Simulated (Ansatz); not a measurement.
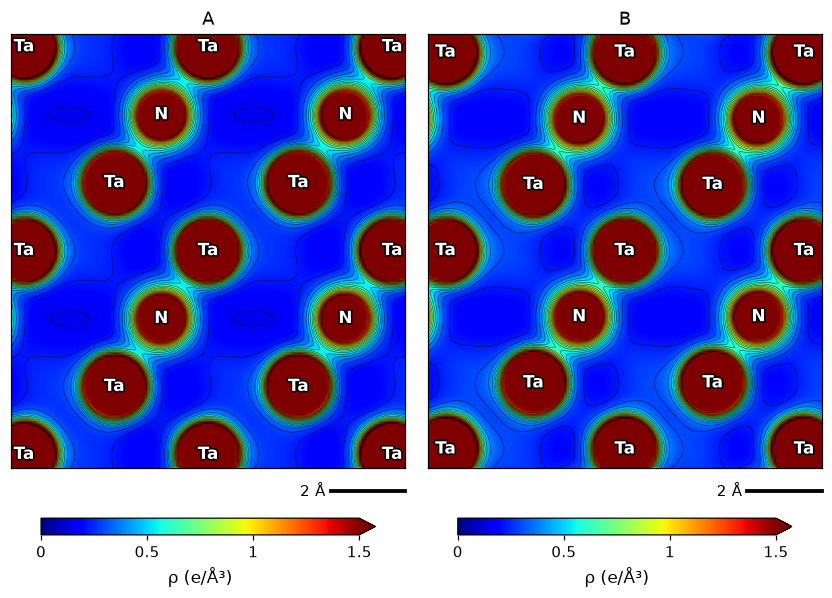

Ta$_{2}$N. The valence electron density of two cells that differ in size, on the (110) plane of each (indices in the axes of the calculation cell), at one length scale and on one colour scale: A has 14.2 Å³ an atom and B 13.1.

Method: Kohn-Sham DFT of a periodic cell, r2SCAN, Ansatz PAW (Ansatz 0.2.0).

In a PAW calculation such maps are meaningful between the atoms, not at the nuclei.

**What does the compression do to the bonding and the properties?**

From the larger cell to the smaller, Ta–Ta goes from 3.03 to 2.95 Å, and the density at its midpoint from 0.26 to 0.29 e/Å³; Ta–N goes from 2.21 to 2.15 Å, and the density at its midpoint from 0.54 to 0.61 e/Å³; the pressure goes from −15 to 7 GPa.
